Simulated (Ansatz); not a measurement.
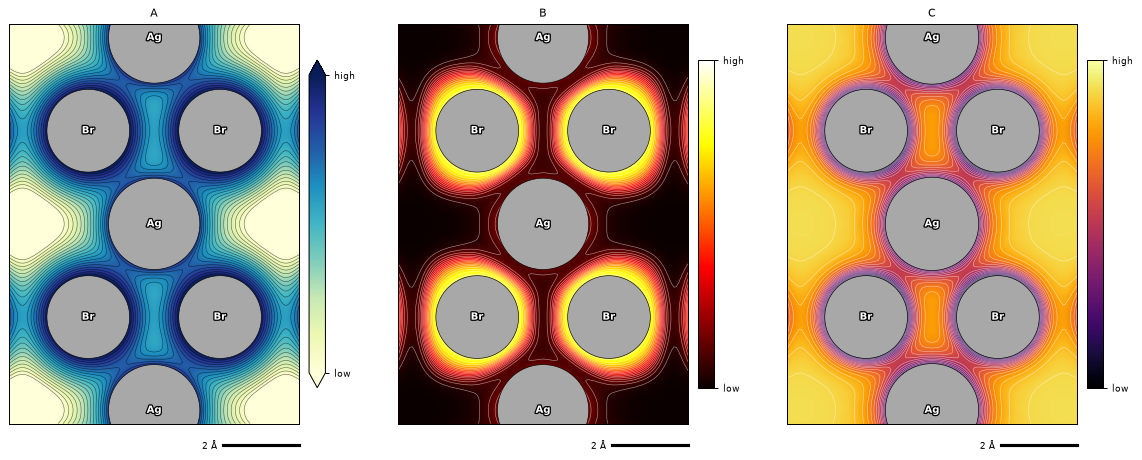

AgBr2: 3 fields on the (101) plane of the conventional cell, with unlabelled colour scales. Grey discs cover the atomic cores.

Space group Fm-3m; a structure generated by program, which may or may not match a known phase; computed without spin polarisation.

These are results of Ansatz 0.2.0, DFT PBE, scalar-relativistic, plane waves, PAW, not measurements.

### Which field does each panel show? The fields are: electron localisation function, electrostatic potential energy of an electron and valence pseudo-density.

Panel A: valence pseudo-density. Panel B: electron localisation function. Panel C: electrostatic potential energy of an electron (low next to the atoms, rising into the space between them). From the grid: Ag–Br (2.98 Å): ρ is about 0.19 e/Å³ halfway; the ELF is about 0.20 at the midpoint.
